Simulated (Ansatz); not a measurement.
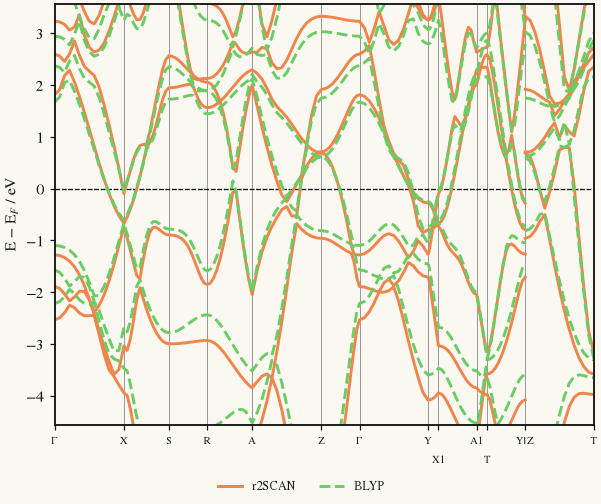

Band structures of TiSi, space group Cmmm, 2 atoms in the primitive cell (a = 2.79 Å, b = 2.79 Å, c = 3.80 Å, α = 90.00°, β = 90.00°, γ = 98.76°), by two methods on the same cell. Each is counted from its own Fermi level.

**What changes from one method to the other?**

Both give a metal. Levels within 1 eV of the Fermi level in either run differ by 0.09 eV on average and by 0.25 eV at most (between R and A). Filled levels 1 to 5 eV under it lie 0.30 eV deeper on average in r2SCAN than in BLYP.

Settings. r2SCAN: Ansatz PAW, no spin polarisation, no spin-orbit coupling, 10×10×7 k mesh, 500 eV cutoff, Fermi-Dirac smearing of 0.05 eV (Ansatz 0.2.0). BLYP: Ansatz PAW, no spin polarisation, no spin-orbit coupling, 6×6×4 k mesh, 420 eV cutoff, Fermi-Dirac smearing of 0.05 eV (Ansatz).

In reduced coordinates of the cell that was run, X is (0.434, 0.434, 0), S is (0, 0.5, 0), R is (0, 0.5, 0.5), A is (0.434, 0.434, 0.5), Z is (0, 0, 0.5), Y is (−0.5, 0.5, 0), X1 is (−0.434, 0.566, 0), A1 is (−0.434, 0.566, 0.5) and T is (−0.5, 0.5, 0.5). The cell is at 6 GPa in BLYP and −2 GPa in r2SCAN. The PAW data sets were made with another functional. The cell comes from a database of computed structures, and whether it is the stable form of this composition wasn't checked. BLYP: the k mesh is coarse, so the values aren't converged.
